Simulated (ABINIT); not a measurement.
**Run report: TiSe2, workfunction calculation (part 1 of 3)**

The run: workfunction calculation of TiSe2 (slab, 6 atoms in the cell). Method and program: Kohn-Sham DFT of a periodic cell, PBE, JTH PAW PBE v2.0, no spin polarisation (ABINIT 10.8.3).

The structure derives from an entry of the Crystallography Open Database.

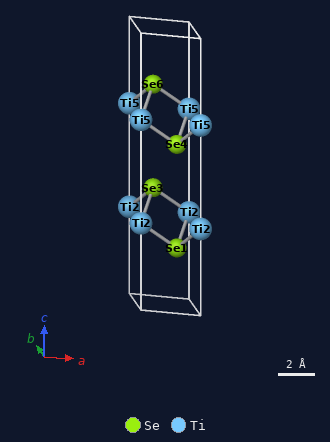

*The structure (ball-and-stick view of the cell of the calculation, with the vacuum cut short, seen slightly off an axis; atoms are numbered from 1 in the order of the input). An atom can appear more than once, as a periodic image.*

**Results in brief**

| quantity | value |
| --- | --- |
| outcome | converged |
| electrons treated | 48 |
| free energy | −4241.1771 eV |
| work function | 5.39 eV |
| Fermi energy | −1.483 eV |
| gap on the k-point mesh | none (metallic) |
| largest force (length of the vector) | 0.227 eV/Å |
| hardware | 4 threads of Arm Neoverse V2, 24 GiB of memory available, shared host |
| wall time | 54 s (CPU time 3.6 min) |
| peak memory | 0.68 GiB |

**The input**
```
# Pseudopotentials
pp_dirpath "./"
pseudos "Se.GGA_PBE-JTH.xml, Ti.GGA_PBE-JTH.xml"

# Structure
acell 3*1.0
rprim
     6.6820749907     0.0000000000     0.0000000000
    -3.3410374953     5.7868466919     0.0000000000
     0.0000000000     0.0000000000    45.4827628705
ntypat 2
znucl 34 22
natom 6
typat 1 2 1 1 2 1
xred
     0.6666666667     0.3333333334     0.3116113675
     0.0000000000     0.0000000000     0.3752723566
     0.3333333333     0.6666666666     0.4389333458
     0.6666666667     0.3333333334     0.5610666542
     0.0000000000     0.0000000000     0.6247276434
     0.3333333333     0.6666666666     0.6883886325
chkprim 0
chksymtnons 0
tolsym 1.0e-6

# Plane-wave basis
ecut 15.0
pawecutdg 30.0
pawxcdev 0

# k points
kptopt 1
ngkpt 9 9 1
nshiftk 1
shiftk 0.0 0.0 0.0

# Exchange and correlation
ixc 11

# Bands and occupations
nband 29
occopt 3
tsmear 0.00183747

# SCF cycle
nstep 120
tolvrs 1.0e-9

# Output
iomode 3
prtwf 0
prteig 0
prtebands 0
enunit 2
prtvol 2
prtden 1
prtvha 1
prtvclmb 1
prtpot 1
```

Run as:
```bash
mpirun --bind-to none -np 4 abinit run.abi > log 2>&1
```

**Log**
```
.Version 10.8.3 of ABINIT
 Symmetries : space group P-3 m 1 (#164); Bravais hP (primitive hexag.)
================================================================================
 Values of the parameters that define the memory need of the present run
     intxc =       0    ionmov =       0      iscf =      17    lmnmax =      18
     lnmax =       6     mgfft =     160  mpssoang =       3    mqgrid =   11215
     natom =       6  nloc_mem =       2    nspden =       1   nspinor =       1
    nsppol =       1      nsym =      12    n1xccc =       1    ntypat =       2
    occopt =       3   xclevel =       2
       mpw =        4902          nfft =       92160          nkpt =          12
Pmy_natom=         2
 PAW method is used; the additional fine FFT grid is defined by:
   mgfftf=       240    nfftf =    311040
================================================================================
================================================================================

--------------------------------------------------------------------------------
------------- Echo of variables that govern the present computation ------------
--------------------------------------------------------------------------------
 -outvars: echo values of preprocessed input variables --------
            acell      1.0000000000E+00  1.0000000000E+00  1.0000000000E+00 Bohr
              amu      7.89600000E+01  4.78800000E+01
          chkprim           0
      chksymtnons           0
             ecut      1.50000000E+01 Hartree
           enunit           2
              ixc          11
         kptrlatt        9    0    0      0    9    0      0    0    1
          kptrlen      6.01386749E+01
            natom           6
            nband          29
            ngfft          24      24     160
          ngfftdg          36      36     240
             nkpt          12
            nstep         120
             nsym          12
           ntypat           2
           occopt           3
        pawecutdg      3.00000000E+01 Hartree
         pawxcdev           0
        prtebands           0
           prteig           0
           prtpot           1
         prtvclmb           1
           prtvha           1
           prtvol           2
            prtwf           0
            rprim      6.6820749907E+00  0.0000000000E+00  0.0000000000E+00
                      -3.3410374953E+00  5.7868466919E+00  0.0000000000E+00
                       0.0000000000E+00  0.0000000000E+00  4.5482762870E+01
          spgroup         164
           tolsym      1.00000000E-06
           tolvrs      1.00000000E-09
           tsmear      1.83747000E-03 Hartree
            typat      1  2  1  1  2  1
           useylm           1
           xangst      1.7680009021E+00  1.0207557968E+00  7.4999999955E+00
                       0.0000000000E+00  0.0000000000E+00  9.0322207928E+00
                       1.7638784712E-11  2.0415115935E+00  1.0564441593E+01
                       1.7680009021E+00  1.0207557968E+00  1.3503999991E+01
                       0.0000000000E+00  0.0000000000E+00  1.5036220791E+01
                       1.7638784712E-11  2.0415115935E+00  1.6568441588E+01
            xcart      3.3410374954E+00  1.9289488973E+00  1.4172945936E+01
                       0.0000000000E+00  0.0000000000E+00  1.7068423607E+01
                       3.3332472299E-11  3.8578977946E+00  1.9963901283E+01
                       3.3410374954E+00  1.9289488973E+00  2.5518861588E+01
                       0.0000000000E+00  0.0000000000E+00  2.8414339263E+01
                       3.3332472299E-11  3.8578977946E+00  3.1309816935E+01
             xred      6.6666666667E-01  3.3333333333E-01  3.1161136750E-01
                       0.0000000000E+00  0.0000000000E+00  3.7527235660E-01
                       3.3333333333E-01  6.6666666667E-01  4.3893334580E-01
                       6.6666666667E-01  3.3333333333E-01  5.6106665420E-01
                       0.0000000000E+00  0.0000000000E+00  6.2472764340E-01
                       3.3333333333E-01  6.6666666667E-01  6.8838863250E-01
            znucl       34.00000   22.00000

================================================================================

 chkinp: Checking input parameters for consistency.

================================================================================
== DATASET  1 ==================================================================

--- !DatasetInfo
iteration_state: {dtset: 1, }
dimensions: {natom: 6, nkpt: 12, mband: 29, nsppol: 1, nspinor: 1, nspden: 1, mpw: 4902, }
cutoff_energies: {ecut:  15.0, pawecutdg:  30.0, }
electrons: {nelect:   4.80000000E+01, charge:   0.00000000E+00, occopt:   3.00000000E+00, tsmear:   1.83747000E-03, }
meta: {optdriver: 0, ionmov: 0, optcell: 0, iscf: 17, paral_kgb: 0, }
...

 Exchange-correlation functional for the present dataset will be:
  GGA: Perdew-Burke-Ernzerhof functional - ixc=11
  J.P.Perdew, K.Burke, M.Ernzerhof, PRL 77, 3865 (1996)

 Real(R)+Recip(G) space primitive vectors, cartesian coordinates (Bohr,Bohr^-1):
 R(1)=  6.6820750  0.0000000  0.0000000  G(1)=  0.1496541  0.0864028  0.0000000
 R(2)= -3.3410375  5.7868467  0.0000000  G(2)=  0.0000000  0.1728057  0.0000000
 R(3)=  0.0000000  0.0000000 45.4827629  G(3)=  0.0000000  0.0000000  0.0219864
 Unit cell volume ucvol=  1.7587340E+03 bohr^3
 Angles (23,13,12)=  9.00000000E+01  9.00000000E+01  1.20000000E+02 degrees

 Coarse grid specifications (used for wave-functions):

 getcut: wavevector=  0.0000  0.0000  0.0000  ngfft=  24  24 160
         ecut(hartree)=     15.000   => boxcut(ratio)=   2.01773

 Fine grid specifications (used for densities):

 getcut: wavevector=  0.0000  0.0000  0.0000  ngfft=  36  36 240
         ecut(hartree)=     30.000   => boxcut(ratio)=   2.14012

--- Pseudopotential description ------------------------------------------------
- pspini: atom type   1  psp file is ./Se.GGA_PBE-JTH.xml
 Pseudopotential format is: paw10
 basis_size (lnmax)=  4 (lmn_size=  8), orbitals=   0   0   1   1
 Spheres core radius: rc_sph= 2.21132333
 Shapefunction is BESSEL type: shapef(r,l)=aa(1,l)*jl(q(1,l)*r)+aa(2,l)*jl(q(2,l)*r)
 Radius for shape functions =  2.00656599
 Compensation charge density is not taken into account in XC energy/potential

- pspini: atom type   2  psp file is ./Ti.GGA_PBE-JTH.xml
 Pseudopotential format is: paw10
 basis_size (lnmax)=  6 (lmn_size= 18), orbitals=   0   0   1   1   2   2
 Spheres core radius: rc_sph= 2.30802695
 Shapefunction is BESSEL type: shapef(r,l)=aa(1,l)*jl(q(1,l)*r)+aa(2,l)*jl(q(2,l)*r)
 Radius for shape functions =  2.01037111
 Compensation charge density is not taken into account in XC energy/potential

   8.43694095E+03                                ecore*ucvol(ha*bohr**3)
--------------------------------------------------------------------------------

================================================================================

--- !BeginCycle
iteration_state: {dtset: 1, }
solver: {iscf: 17, nstep: 120, nline: 4, wfoptalg: 10, }
tolerances: {tolvrs: 1.00E-09, }
...

     iter   Etot(hartree)      deltaE(h)  residm     nres2
 ETOT  1  -154.91421527104    -1.549E+02 2.969E+00 2.838E+01
 ETOT  2  -155.94712442533    -1.033E+00 3.412E-02 3.916E+01
 ETOT  3  -155.88120980281     6.591E-02 3.070E-02 8.709E+00
 ETOT  4  -155.86103503647     2.017E-02 7.696E-03 2.722E-01
 ETOT  5  -155.86205063781    -1.016E-03 1.259E-03 3.154E-01
 ETOT  6  -155.86083234612     1.218E-03 4.993E-04 4.724E-03
 ETOT  7  -155.86080297665     2.937E-05 3.248E-04 6.753E-03
 ETOT  8  -155.86068747335     1.155E-04 6.926E-04 2.426E-03
 ETOT  9  -155.86058950591     9.797E-05 6.753E-04 1.012E-03
 ETOT 10  -155.86048158627     1.079E-04 7.629E-04 6.605E-04
 ETOT 11  -155.86040920752     7.238E-05 3.758E-04 4.680E-04
 ETOT 12  -155.86035077634     5.843E-05 2.872E-04 3.074E-04
 ETOT 13  -155.86033081139     1.996E-05 2.536E-04 2.387E-04
 ETOT 14  -155.86031909398     1.172E-05 6.755E-05 1.925E-04
 ETOT 15  -155.86031490825     4.186E-06 5.334E-05 1.645E-04
 ETOT 16  -155.86031130634     3.602E-06 3.306E-05 1.434E-04
 ETOT 17  -155.86031019459     1.112E-06 5.157E-05 1.191E-04
 ETOT 18  -155.86030931489     8.797E-07 2.682E-05 1.066E-04
 ETOT 19  -155.86030875276     5.621E-07 5.093E-05 9.449E-05
 ETOT 20  -155.86031614824    -7.395E-06 2.638E-05 6.149E-05
 ETOT 21  -155.86032027016    -4.122E-06 4.880E-05 5.116E-05
 ETOT 22  -155.86034231102    -2.204E-05 2.498E-05 2.251E-05
 ETOT 23  -155.86037519258    -3.288E-05 4.559E-05 3.132E-06
 ETOT 24  -155.86038013398    -4.941E-06 2.280E-05 1.341E-06
 ETOT 25  -155.86038122177    -1.088E-06 4.112E-05 8.810E-07
 ETOT 26  -155.86038113909     8.268E-08 2.025E-05 8.492E-07
 ETOT 27  -155.86038216714    -1.028E-06 3.610E-05 8.309E-08
 ETOT 28  -155.86038224860    -8.146E-08 1.758E-05 2.460E-08
 ETOT 29  -155.86038226088    -1.228E-08 3.094E-05 3.357E-08
 ETOT 30  -155.86038226211    -1.228E-09 1.493E-05 9.054E-09
 ETOT 31  -155.86038226827    -6.166E-09 2.598E-05 4.757E-09
 ETOT 32  -155.86038227184    -3.569E-09 1.245E-05 3.614E-09
 ETOT 33  -155.86038227555    -3.710E-09 2.434E-05 2.496E-09
 ETOT 34  -155.86038227876    -3.208E-09 1.023E-05 5.756E-10

 At SCF step   34       nres2   =  5.76E-10 < tolvrs=  1.00E-09 =>converged.

 Cartesian components of stress tensor (hartree/bohr^3)
  sigma(1 1)= -1.61399048E-05  sigma(3 2)=  0.00000000E+00
  sigma(2 2)= -1.61399048E-05  sigma(3 1)=  0.00000000E+00
  sigma(3 3)= -3.46243393E-05  sigma(2 1)= -2.34280974E-14

--- !ResultsGS
iteration_state: {dtset: 1, }
comment   : Summary of ground state results
lattice_vectors:
- [  6.6820750,   0.0000000,   0.0000000, ]
- [ -3.3410375,   5.7868467,   0.0000000, ]
- [  0.0000000,   0.0000000,  45.4827629, ]
lattice_lengths: [   6.68207,    6.68207,   45.48276, ]
lattice_angles: [ 90.000,  90.000, 120.000, ] # degrees, (23, 13, 12)
lattice_volume:   1.7587340E+03
convergence: {deltae: -3.208E-09, res2:  5.756E-10, residm:  1.023E-05, diffor: null, }
etotal    :  -1.55860382E+02
entropy   :   0.00000000E+00
fermie    :  -5.44839944E-02
cartesian_stress_tensor: # hartree/bohr^3
- [ -1.61399048E-05,  -2.34280974E-14,   0.00000000E+00, ]
- [ -2.34280974E-14,  -1.61399048E-05,   0.00000000E+00, ]
- [  0.00000000E+00,   0.00000000E+00,  -3.46243393E-05, ]
pressure_GPa:   6.5613E-01
xred      :
- [  6.6667E-01,   3.3333E-01,   3.1161E-01, Se]
- [  0.0000E+00,   0.0000E+00,   3.7527E-01, Ti]
- [  3.3333E-01,   6.6667E-01,   4.3893E-01, Se]
- [  6.6667E-01,   3.3333E-01,   5.6107E-01, Se]
- [  0.0000E+00,   0.0000E+00,   6.2473E-01, Ti]
- [  3.3333E-01,   6.6667E-01,   6.8839E-01, Se]
cartesian_forces: # hartree/bohr
- [  1.00741358E-29,  -3.16019238E-28,  -4.41060387E-03, ]
- [  2.01482715E-29,   2.71427566E-29,   7.45654534E-04, ]
- [ -1.20889629E-28,   1.78366686E-28,   8.96367568E-04, ]
- [  2.01482715E-29,   1.20203636E-28,  -8.96367568E-04, ]
- [  2.01482715E-29,   5.04079766E-29,  -7.45654534E-04, ]
- [  5.03706788E-29,  -6.01018182E-29,   4.41060387E-03, ]
force_length_stats: {min:   7.45654534E-04, max:   4.41060387E-03, mean:   2.01754199E-03, }
...

 Integrated electronic density in atomic spheres:
 ------------------------------------------------
 Atom  Sphere_radius  Integrated_density
    1        2.21132          3.97193543
    2        2.30803         10.10262661
    3        2.21132          3.98580809
    4        2.21132          3.98580809
    5        2.30803         10.10262661
    6        2.21132          3.97193543

================================================================================

 ----iterations are completed or convergence reached----

 Mean square residual over all n,k,spin=   93.381E-09; max=  10.229E-06
   0.0000  0.0000  0.0000    1  2.10144E-11 kpt; spin; max resid(k); each band:
  3.45E-15 2.41E-15 4.94E-15 2.66E-15 3.10E-15 3.10E-15 3.04E-15 3.04E-15
  3.52E-13 4.19E-13 5.33E-13 4.66E-13 7.07E-13 1.00E-12 1.13E-13 1.13E-13
  1.11E-13 1.11E-13 1.16E-12 2.09E-12 4.70E-13 1.39E-12 1.28E-13 1.62E-13
  3.88E-15 3.69E-15 4.92E-13 3.19E-13 2.10E-11
   0.1111  0.0000  0.0000    1  3.61240E-09 kpt; spin; max resid(k); each band:
  3.41E-15 2.82E-15 5.15E-15 3.06E-15 3.23E-15 1.84E-15 1.88E-15 1.76E-15
  3.53E-13 4.30E-13 5.39E-13 4.63E-13 6.67E-13 1.00E-12 6.95E-13 2.17E-13
  1.18E-13 1.18E-13 9.23E-13 3.29E-13 3.21E-13 1.19E-12 1.04E-12 1.41E-12
  4.33E-13 1.06E-13 1.18E-09 3.40E-09 3.61E-09
   0.2222  0.0000  0.0000    1  1.55439E-08 kpt; spin; max resid(k); each band:
  3.40E-15 3.02E-15 1.51E-15 1.76E-15 3.58E-15 3.14E-15 2.81E-15 2.81E-15
  3.35E-13 4.44E-13 5.27E-13 4.91E-13 4.25E-13 8.61E-13 6.89E-13 2.90E-13
  3.30E-13 2.89E-13 1.28E-13 1.49E-13 1.24E-12 1.52E-12 1.46E-12 8.45E-13
  9.58E-13 1.30E-13 9.00E-09 3.64E-10 1.55E-08
   0.3333  0.0000  0.0000    1  4.68728E-08 kpt; spin; max resid(k); each band:
  3.12E-15 3.37E-15 2.33E-15 2.16E-15 3.24E-15 3.25E-15 3.29E-15 3.20E-15
  2.67E-13 4.65E-13 4.81E-13 4.81E-13 2.28E-13 2.73E-13 2.31E-13 5.46E-13
  5.45E-13 9.86E-13 1.32E-13 1.52E-13 6.46E-13 1.21E-12 6.12E-13 7.98E-13
  2.20E-13 1.92E-13 1.50E-11 6.27E-10 4.69E-08
   0.4444  0.0000  0.0000    1  2.78742E-06 kpt; spin; max resid(k); each band:
  3.24E-15 3.27E-15 3.24E-15 2.76E-15 2.80E-15 2.88E-15 3.09E-15 3.23E-15
  1.61E-13 4.41E-13 3.86E-13 4.50E-13 2.24E-13 2.18E-13 2.56E-13 3.21E-13
  6.72E-13 4.84E-13 1.32E-13 1.32E-13 9.68E-13 6.46E-13 2.40E-13 6.79E-13
  2.31E-13 1.47E-13 1.66E-09 5.73E-09 2.79E-06
   0.1111  0.1111  0.0000    1  1.24549E-08 kpt; spin; max resid(k); each band:
  3.43E-15 3.00E-15 1.53E-15 1.75E-15 3.52E-15 3.30E-15 2.87E-15 3.54E-15
  3.47E-13 4.40E-13 5.45E-13 4.80E-13 5.30E-13 9.16E-13 7.49E-13 1.86E-13
  1.93E-13 1.53E-13 9.50E-13 2.67E-13 7.30E-13 2.60E-13 3.82E-13 1.05E-12
  2.42E-13 1.84E-13 1.06E-11 2.10E-11 1.25E-08
   0.2222  0.1111  0.0000    1  5.54556E-08 kpt; spin; max resid(k); each band:
  3.38E-15 3.13E-15 1.91E-15 1.92E-15 1.92E-15 2.03E-15 3.53E-15 3.12E-15
  3.11E-13 4.56E-13 5.28E-13 4.86E-13 1.57E-13 5.98E-13 7.00E-13 3.49E-13
  3.92E-13 8.55E-13 1.52E-13 1.98E-13 3.58E-13 5.09E-13 6.24E-13 5.67E-13
  2.38E-13 3.28E-13 5.01E-12 2.19E-11 5.55E-08
   0.3333  0.1111  0.0000    1  1.02287E-05 kpt; spin; max resid(k); each band:
  3.25E-15 3.27E-15 3.20E-15 2.32E-15 1.94E-15 2.74E-15 3.25E-15 3.12E-15
  2.07E-13 4.59E-13 4.47E-13 4.68E-13 2.26E-13 2.06E-13 2.27E-13 3.66E-13
  8.62E-13 6.89E-13 3.99E-13 2.51E-13 3.71E-13 3.66E-13 2.10E-13 5.65E-13
  3.11E-13 2.93E-13 3.06E-09 2.75E-09 1.02E-05
   0.4444  0.1111  0.0000    1  8.67523E-06 kpt; spin; max resid(k); each band:
  3.27E-15 3.25E-15 3.20E-15 3.03E-15 1.96E-15 2.66E-15 3.16E-15 3.12E-15
  8.28E-14 3.93E-13 3.60E-13 4.57E-13 2.18E-13 2.08E-13 2.48E-13 2.99E-13
  1.12E-13 6.99E-13 2.37E-13 4.50E-13 9.40E-13 2.72E-13 6.47E-13 8.03E-13
  4.44E-13 4.14E-13 1.65E-07 8.76E-08 8.68E-06
   0.2222  0.2222  0.0000    1  7.79790E-07 kpt; spin; max resid(k); each band:
  3.32E-15 3.25E-15 2.91E-15 2.36E-15 1.56E-15 1.61E-15 3.30E-15 3.16E-15
  2.23E-13 4.53E-13 4.78E-13 4.74E-13 1.94E-13 2.41E-13 2.19E-13 3.72E-13
  9.28E-13 2.31E-13 6.56E-13 7.39E-13 2.29E-13 1.66E-13 6.41E-13 5.04E-13
  2.33E-13 2.36E-13 9.94E-11 4.27E-08 7.80E-07
   0.3333  0.2222  0.0000    1  8.53583E-06 kpt; spin; max resid(k); each band:
  3.36E-15 3.26E-15 3.02E-15 2.12E-15 1.68E-15 1.76E-15 3.22E-15 3.25E-15
  6.05E-14 3.18E-13 3.82E-13 4.86E-13 2.05E-13 1.91E-13 2.28E-13 3.25E-13
  3.57E-13 2.74E-13 2.37E-13 8.24E-13 5.10E-13 7.27E-13 8.31E-13 7.94E-13
  1.10E-12 2.80E-12 4.80E-08 9.75E-07 8.54E-06
   0.3333  0.3333  0.0000    1  9.45087E-09 kpt; spin; max resid(k); each band:
  3.40E-15 3.29E-15 2.01E-15 1.95E-15 1.87E-15 1.87E-15 4.05E-15 3.85E-15
```
